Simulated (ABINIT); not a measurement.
Positron calculation of InAs (part 2 of 2)

InAs (F-43m, 2 atoms in the cell); Kohn-Sham DFT of a periodic cell, PBE, JTH PAW PBE v2.0, no spin polarisation (ABINIT 10.8.3); cutoff 435.38 eV, 6×6×6 k-mesh, fermi-dirac of 0.05 eV. The structure derives from an entry of the Crystallography Open Database.

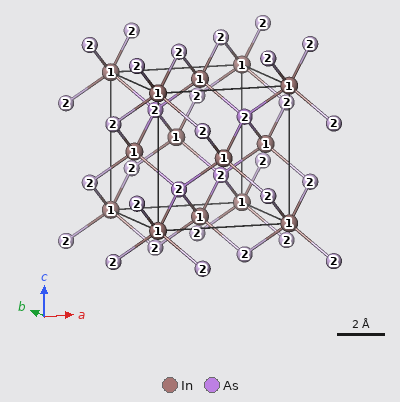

*The input geometry (ball-and-stick view of the cell 4 times as large as that of the calculation, set on its symmetry axes, seen slightly off an axis; neighbours outside the cell are drawn fainter; atoms are numbered from 1 in the order of the input).*

Log, continued:
```
--- !EnergyTermsDC
iteration_state     : {dtset: 1, }
comment             : '"Double-counting" decomposition of free energy'
band_energy         : -1.52805542508931E+01
Ewald energy        : -9.28949151399889E+01
psp_core            :  3.70423402508401E+00
xc_dc               : -6.26352359376406E+01
PAW spherical_terms : -4.81384668708264E+00
internal            : -1.71920317990521E+02
'-kT*entropy'       : -3.50467183182145E-05
total_energy_dc     : -1.71920353037240E+02
total_energy_dc_eV  : -4.67819113004174E+03
...

--- !EnergyTermsWithPAWCore
iteration_state     : {dtset: 1, }
comment             : 'Components of total free energy, including PAW core contributions'
Total energy        : -8.14271172612096E+03
Total energy DC     : -8.14271172442530E+03
Total energy (eV)   : -2.21574473869156E+05
Total energy DC (eV): -2.21574473823015E+05
...

 Cartesian components of stress tensor (hartree/bohr^3)
  sigma(1 1)= -1.33855103E-04  sigma(3 2)=  0.00000000E+00
  sigma(2 2)= -1.33855103E-04  sigma(3 1)=  0.00000000E+00
  sigma(3 3)= -1.33855103E-04  sigma(2 1)=  0.00000000E+00

-Cartesian components of stress tensor (GPa)         [Pressure=  3.9382E+00 GPa]
- sigma(1 1)= -3.93815310E+00  sigma(3 2)=  0.00000000E+00
- sigma(2 2)= -3.93815310E+00  sigma(3 1)=  0.00000000E+00
- sigma(3 3)= -3.93815310E+00  sigma(2 1)=  0.00000000E+00

================================================================================
== DATASET  2 ==================================================================

--- !DatasetInfo
iteration_state: {dtset: 2, }
dimensions: {natom: 2, nkpt: 1, mband: 1, nsppol: 1, nspinor: 1, nspden: 1, mpw: 570, }
cutoff_energies: {ecut:  16.0, pawecutdg:  32.0, }
electrons: {nelect:   1.00000000E+00, charge:   0.00000000E+00, occopt:   2.00000000E+00, tsmear:   1.00000000E-02, }
meta: {optdriver: 0, ionmov: 0, optcell: 0, iscf: 17, paral_kgb: 0, }
...

 mkfilename : getden/=0, take file _DEN from output of DATASET   1.

 Exchange-correlation functional for the present dataset will be:
  GGA: Perdew-Burke-Ernzerhof functional - ixc=11
  J.P.Perdew, K.Burke, M.Ernzerhof, PRL 77, 3865 (1996)

 Real(R)+Recip(G) space primitive vectors, cartesian coordinates (Bohr,Bohr^-1):
 R(1)=  0.0000000  5.7031934  5.7031934  G(1)= -0.0876702  0.0876702  0.0876702
 R(2)=  5.7031934  0.0000000  5.7031934  G(2)=  0.0876702 -0.0876702  0.0876702
 R(3)=  5.7031934  5.7031934  0.0000000  G(3)=  0.0876702  0.0876702 -0.0876702
 Unit cell volume ucvol=  3.7100888E+02 bohr^3
 Angles (23,13,12)=  6.00000000E+01  6.00000000E+01  6.00000000E+01 degrees

 Coarse grid specifications (used for wave-functions):

 getcut: wavevector=  0.0000  0.0000  0.0000  ngfft=  30  30  30
         ecut(hartree)=     16.000   => boxcut(ratio)=   2.06797

 Fine grid specifications (used for densities):

 getcut: wavevector=  0.0000  0.0000  0.0000  ngfft=  45  45  45
         ecut(hartree)=     32.000   => boxcut(ratio)=   2.14230

--- Pseudopotential description ------------------------------------------------
- pspini: atom type   1  psp file is ./In.GGA_PBE-JTH.xml
 Pseudopotential format is: paw10
 basis_size (lnmax)=  6 (lmn_size= 18), orbitals=   0   0   1   1   2   2
 Spheres core radius: rc_sph= 2.50644782
 Shapefunction is BESSEL type: shapef(r,l)=aa(1,l)*jl(q(1,l)*r)+aa(2,l)*jl(q(2,l)*r)
 Radius for shape functions =  1.40569481
 Compensation charge density is not taken into account in XC energy/potential

- pspini: atom type   2  psp file is ./As.GGA_PBE-JTH.xml
 Pseudopotential format is: paw10
 basis_size (lnmax)=  6 (lmn_size= 18), orbitals=   0   0   1   1   2   2
 Spheres core radius: rc_sph= 2.10391912
 Shapefunction is BESSEL type: shapef(r,l)=aa(1,l)*jl(q(1,l)*r)+aa(2,l)*jl(q(2,l)*r)
 Radius for shape functions =  1.70360438
 Compensation charge density is not taken into account in XC energy/potential

--------------------------------------------------------------------------------

================================================================================

--- !BeginCycle
iteration_state: {dtset: 2, }
solver: {iscf: 17, nstep: 80, nline: 4, wfoptalg: 10, }
tolerances: {toldfe: 1.00E-09, }
...

     iter   Etot(hartree)      deltaE(h)  residm     nres2
 ETOT  1  -171.50034004443    -1.715E+02 4.636E+00 1.668E-01
 ETOT  2  -171.73251661615    -2.322E-01 8.110E-01 1.205E-01
 ETOT  3  -171.79722323044    -6.471E-02 3.001E-01 1.005E-01
 ETOT  4  -171.84191067973    -4.469E-02 4.219E-01 3.770E-02
 ETOT  5  -171.91673681720    -7.483E-02 5.011E-01 1.556E-02
 ETOT  6  -172.01937018802    -1.026E-01 8.753E-01 1.593E-02
 ETOT  7  -172.15162720778    -1.323E-01 3.614E+00 2.453E-02
 ETOT  8  -172.25182343478    -1.002E-01 1.615E+00 5.839E-02
 ETOT  9  -172.28894173927    -3.712E-02 4.600E-01 1.432E-01
 ETOT 10  -172.30270270790    -1.376E-02 1.873E-01 1.452E-01
 ETOT 11  -172.30807888841    -5.376E-03 3.542E-01 1.076E-01
 ETOT 12  -172.31032029741    -2.241E-03 3.014E-02 1.103E-01
 ETOT 13  -172.31127492720    -9.546E-04 1.531E-02 5.707E-02
 ETOT 14  -172.31168960909    -4.147E-04 5.603E-03 7.579E-02
 ETOT 15  -172.31186846109    -1.789E-04 2.982E-03 7.201E-02
 ETOT 16  -172.31194328068    -7.482E-05 9.794E-04 5.662E-02
 ETOT 17  -172.31197906194    -3.578E-05 4.607E-04 4.221E-02
 ETOT 18  -172.31199617734    -1.712E-05 4.175E-05 3.791E-02
 ETOT 19  -172.31200955795    -1.338E-05 4.646E-05 7.027E-03
 ETOT 20  -172.31201318972    -3.632E-06 7.874E-06 5.592E-05
 ETOT 21  -172.31201500518    -1.815E-06 7.788E-06 5.352E-07
 ETOT 22  -172.31201586808    -8.629E-07 1.861E-06 1.594E-08
 ETOT 23  -172.31201628475    -4.167E-07 1.741E-06 3.578E-08
 ETOT 24  -172.31201648439    -1.996E-07 4.526E-07 1.224E-08
 ETOT 25  -172.31201658041    -9.601E-08 4.010E-07 1.869E-08
 ETOT 26  -172.31201662756    -4.716E-08 1.116E-07 9.864E-08
 ETOT 27  -172.31201664908    -2.151E-08 9.208E-08 2.961E-08
 ETOT 28  -172.31201665914    -1.006E-08 2.794E-08 1.357E-09
 ETOT 29  -172.31201666429    -5.146E-09 2.094E-08 1.289E-09
 ETOT 30  -172.31201666655    -2.260E-09 7.103E-09 1.062E-10
 ETOT 31  -172.31201666756    -1.018E-09 4.744E-09 1.105E-09
 ETOT 32  -172.31201666842    -8.578E-10 1.826E-09 3.254E-10
 ETOT 33  -172.31201666862    -1.958E-10 1.088E-09 7.542E-11

 At SCF step   33, etot is converged :
  for the second time, diff in etot=  1.958E-10 < toldfe=  1.000E-09

--- !ResultsGS
iteration_state: {dtset: 2, }
comment   : Summary of ground state results
lattice_vectors:
- [  0.0000000,   5.7031934,   5.7031934, ]
- [  5.7031934,   0.0000000,   5.7031934, ]
- [  5.7031934,   5.7031934,   0.0000000, ]
lattice_lengths: [   8.06553,    8.06553,    8.06553, ]
lattice_angles: [ 60.000,  60.000,  60.000, ] # degrees, (23, 13, 12)
lattice_volume:   3.7100888E+02
convergence: {deltae: -1.958E-10, res2:  7.542E-11, residm:  1.088E-09, diffor:  0.000E+00, }
etotal    :  -1.72312017E+02
entropy   :   0.00000000E+00
fermie    :  -3.91664356E-01
cartesian_stress_tensor: null
pressure_GPa: null
xred      :
- [  0.0000E+00,   0.0000E+00,   0.0000E+00, In]
- [  7.5000E-01,   7.5000E-01,   7.5000E-01, As]
cartesian_forces: null
force_length_stats: {min: null, max: null, mean: null, }
...

 Integrated electronic density in atomic spheres:
 ------------------------------------------------
 Atom  Sphere_radius  Integrated_density
    1        2.50645          0.04623062
    2        2.10392          0.01924247

--------------------------------------------------------------------------------
 Results for electron-positron annihilation:

2 computations of positron lifetime have been performed (with different enhancement factors).

########## Lifetime computation 1

 # Zero-positron density limit of Arponen and Pajanne provided by Boronski & Nieminen
   + GGA corrections
   Ref.: Boronski and R.M. Nieminen, Phys. Rev. B 34, 3820 (1986)
         B. Barbiellini, M.J. Puska, T. Torsti and R.M.Nieminen, Phys. Rev. B 51, 7341 (1995)
 # Enhancement factor of Boronski & Nieminen
   Ref.: Boronski and R.M. Nieminen, Phys. Rev. B 34, 3820 (1986)

 Positron lifetime                         (ps)   =  3.35222128E+02
 Positron lifetime with IPM for core elec. (ps)   =  3.35513810E+02
 Annihilation rate                         (ns-1) =  2.98309663E+00
 Annihilation rate with IPM for core elec. (ns-1) =  2.98050325E+00

 Annihilation rate core/valence decomposition:
   Core    contribution to ann.rate          (ns-1) =  7.44103842E-02
   Valence contribution to ann.rate          (ns-1) =  2.90868624E+00
   Core    contribution to ann.rate with IPM (ns-1) =  6.15758226E-02
   Valence contribution to ann.rate with IPM (ns-1) =  2.91892742E+00

 Annihilation rate PAW decomposition:
   Plane-wave contribution to ann.rate          (ns-1) =  2.86504971E+00
   Plane-wave valence contribution to ann.rate  (ns-1) =  2.83096498E+00
   On-site core contribution to ann.rate        (ns-1) =  4.03256566E-02
   On-site valence contribution to ann.rate     (ns-1) =  7.77212615E-02
   Plane-wave contribution to ann.rate with IPM (ns-1) =  2.84916975E+00
   Plane-wave core contrb. to ann.rate with IPM (ns-1) =  1.44560209E-02

########## Lifetime computation 2

 # Zero-positron density limit of Arponen and Pajanne provided by Boronski & Nieminen
   + GGA corrections
   Ref.: Boronski and R.M. Nieminen, Phys. Rev. B 34, 3820 (1986)
         B. Barbiellini, M.J. Puska, T. Torsti and R.M.Nieminen, Phys. Rev. B 51, 7341 (1995)
 # Enhancement factor of Boronski & Nieminen IN THE RPA LIMIT
   Ref.: Boronski and R.M. Nieminen, Phys. Rev. B 34, 3820 (1986)

 Positron lifetime                         (ps)   =  2.70969798E+02
 Positron lifetime with IPM for core elec. (ps)   =  2.71139280E+02
 Annihilation rate                         (ns-1) =  3.69044818E+00
 Annihilation rate with IPM for core elec. (ns-1) =  3.68814138E+00

 Annihilation rate core/valence decomposition:
   Core    contribution to ann.rate          (ns-1) =  7.46068179E-02
   Valence contribution to ann.rate          (ns-1) =  3.61584136E+00
   Core    contribution to ann.rate with IPM (ns-1) =  6.15758226E-02
   Valence contribution to ann.rate with IPM (ns-1) =  3.62656556E+00

 Annihilation rate PAW decomposition:
   Plane-wave contribution to ann.rate          (ns-1) =  3.57249182E+00
   Plane-wave valence contribution to ann.rate  (ns-1) =  3.53815617E+00
   On-site core contribution to ann.rate        (ns-1) =  4.02711595E-02
   On-site valence contribution to ann.rate     (ns-1) =  7.76851982E-02
   Plane-wave contribution to ann.rate with IPM (ns-1) =  3.55686824E+00
   Plane-wave core contrb. to ann.rate with IPM (ns-1) =  1.44560209E-02

      (*) IPM=Independent particle Model

================================================================================

 ----iterations are completed or convergence reached----

 Mean square residual over all n,k,spin=   10.885E-10; max=  10.885E-10
 reduced coordinates (array xred) for    2 atoms
       0.000000000000      0.000000000000      0.000000000000
       0.750000000000      0.750000000000      0.750000000000
 rms dE/dt=  0.0000E+00; max dE/dt=  0.0000E+00; dE/dt below (all hartree)
    1       0.000000000000      0.000000000000      0.000000000000
    2       0.000000000000      0.000000000000      0.000000000000

 cartesian coordinates (angstrom) at end:
    1      0.00000000000000     0.00000000000000     0.00000000000000
    2      4.52700000000000     4.52700000000000     4.52700000000000
 length scales=  1.889726125908  1.889726125908  1.889726125908 bohr
              =  1.000000000000  1.000000000000  1.000000000000 angstroms
 Fermi (or HOMO) energy (hartree) =  -0.39166   Average Vxc (hartree)=  -0.28088
 Eigenvalues (hartree) for nkpt=   1  k points:
 kpt#   1, nband=  1, wtk=  1.00000, kpt=  0.0000  0.0000  0.0000 (reduced coord)
  -0.39166

--- !EnergyTerms
iteration_state     : {dtset: 2, }
comment             : Components of total free energy in Hartree
kinetic             :  8.41245102228010E-02
local_psp           : -1.14152669371492E+00
PAW spherical_terms : -9.24660564462881E-03
positronic          : -1.06664878913672E+00
electronic          : -1.71920353037240E+02
electron_positron_interaction:  6.74985002487959E-01
total_energy        : -1.72312016823888E+02
total_energy_eV     : -4.68884884461880E+03
...

--- !EnergyTermsDC
iteration_state     : {dtset: 2, }
comment             : '"Double-counting" decomposition of free energy'
band_energy         : -3.91664355859712E-01
PAW spherical_terms :  0.00000000000000E+00
electron_positron_dc: -6.74984278006695E-01
positronic          : -1.06664863386639E+00
electronic          : -1.71920353037240E+02
electron_positron_interaction:  6.74985002487959E-01
total_energy_dc     : -1.72312016668618E+02
total_energy_dc_eV  : -4.68884884039368E+03
...

== END DATASET(S) ==============================================================
================================================================================

 -outvars: echo values of variables after computation  --------
            acell      1.8897261259E+00  1.8897261259E+00  1.8897261259E+00 Bohr
           etotal1    -1.7192035304E+02
           etotal2    -1.7231201667E+02
            fcart1     4.7950640807E-29  7.3770216626E-31 -4.9426045139E-29
                      -4.7950640807E-29 -7.3770216626E-31  4.9426045139E-29
            fcart2     9.9999999999E+99  9.9999999999E+99  9.9999999999E+99
                       9.9999999999E+99  9.9999999999E+99  9.9999999999E+99
            rprim      0.0000000000E+00  3.0180000000E+00  3.0180000000E+00
                       3.0180000000E+00  0.0000000000E+00  3.0180000000E+00
                       3.0180000000E+00  3.0180000000E+00  0.0000000000E+00
           strten1    -1.3385510335E-04 -1.3385510335E-04 -1.3385510335E-04
                       0.0000000000E+00  0.0000000000E+00  0.0000000000E+00
           strten2     9.9999999999E+99  9.9999999999E+99  9.9999999999E+99
                       9.9999999999E+99  9.9999999999E+99  9.9999999999E+99
           xangst      0.0000000000E+00  0.0000000000E+00  0.0000000000E+00
                       4.5270000000E+00  4.5270000000E+00  4.5270000000E+00
             xred      0.0000000000E+00  0.0000000000E+00  0.0000000000E+00
                       7.5000000000E-01  7.5000000000E-01  7.5000000000E-01
 Calculation completed.
```

This output came from the following input.

Input:
```
ndtset 2

pp_dirpath "./"
pseudos "In.GGA_PBE-JTH.xml, As.GGA_PBE-JTH.xml"

acell 3*1.0 Angstrom
rprim
     0.0000000000     3.0180000000     3.0180000000
     3.0180000000     0.0000000000     3.0180000000
     3.0180000000     3.0180000000     0.0000000000
ntypat 2
znucl 49 33
natom 2
typat 1 2
xred
            0.0            0.0            0.0
            3/4            3/4            3/4

ecut 16.0
pawecutdg 32.0

ixc 11

nstep 80

iomode 3
prteig 0
prtebands 0
prtwf 0

kptopt1 1
ngkpt1 6 6 6
nshiftk1 1
shiftk1 0.0 0.0 0.0
nband1 18
occopt1 3
tsmear1 0.05 eV
tolvrs1 1.0e-10
prtden1 1

positron2 1
ixcpositron2 3
getden2 1
kptopt2 0
nkpt2 1
kpt2 0.0 0.0 0.0
nband2 1
occopt2 2
occ2 1.0
posocc2 1.0
toldfe2 1.0e-9
optforces2 0
optstress2 0
prtden2 0
```

Launch command:
```bash
abinit run.abi > log 2>&1
```

Results in brief:

| quantity | value |
| --- | --- |
| outcome | converged |
| space group (tolerance 0.01 Å) | F-43m (216) |
| electrons treated | 28 |
| free energy | −4678.1911 eV |
| positron lifetime (one of the program's estimates) | 271.0 ps |
| Fermi energy | 4.182 eV |
| gap on the k-point mesh | none (metallic) |
| pressure | 3.94 GPa |
| largest force (length of the vector) | under 0.001 eV/Å |
| hardware | 1 thread of Intel Xeon (Granite Rapids), 16 GiB of memory available, shared host |
| wall time | 10 s |
| peak memory | 0.09 GiB |

Points of doubt noted for this run: cutoff too low for stress; PAW basis incomplete for positron.
